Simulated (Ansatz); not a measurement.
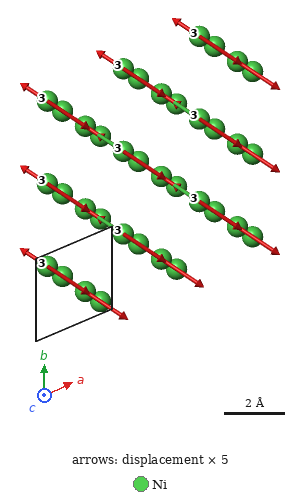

A relaxation of crystalline Ni (built on the iodine_64 type) (coarse preliminary run). The starting structure is drawn; red arrows show the displacements (the part carried along by the change of the cell is left out), 5 times their true length.

A ball-and-stick model of the cell of the calculation, repeated 3 × 3 × 1 with one cell outlined, seen along the c axis.

Case: iodine type (Cmce, No. 64).

Theory: DFT r2SCAN, scalar-relativistic, plane waves, PAW in Ansatz. Settings: plane-wave cutoff 500 eV; k-point mesh 6 × 6 × 4; occupations gaussian; smearing width 0.1 eV; collinear spin; cell and atoms relaxed; force threshold 0.04 eV/Å; at most 70 steps.

Question: Describe the change and its energy.

Answer: Over 7 accepted moves (8 points after the start) the energy falls by 1621 meV per atom. Largest force component: 8.7 eV/Å at the start, 0.00034 eV/Å at the end. The pressure goes from 43.28 to −0.16 GPa. At 1 point the geometry stayed and the basis and grid were re-selected for the new cell (energy shift of 1.7 meV per atom at most each time). The largest moves relative to the cell, 0.35 Å, are those of Ni atoms. The drawn cell changes as follows: a = b 2.780 → 2.452 Å (−11.8 %), c 6.253 → 6.984 Å (+11.7 %), γ 66.9° → 89.9°; the volume changes by −5.6 %. Some distances before and after: Ni–Ni 1.728 → 2.460 Å, Ni–Ni 2.854 → 2.461 Å, Ni–Ni 2.810 → 2.461 Å, Ni–Ni 2.780 → 2.452 Å. Among the angles between lasting bonds that change: Ni–Ni–Ni 105.2° → 90.4°, Ni–Ni–Ni 167.0° → 180.0°, Ni–Ni–Ni 169.5° → 180.0°. The space group (tolerance 0.01 Å) goes from Cmce (No. 64) to I4/mmm (No. 139).

Limits of the set-up: the k-point mesh is coarse for a cell with partly filled bands.
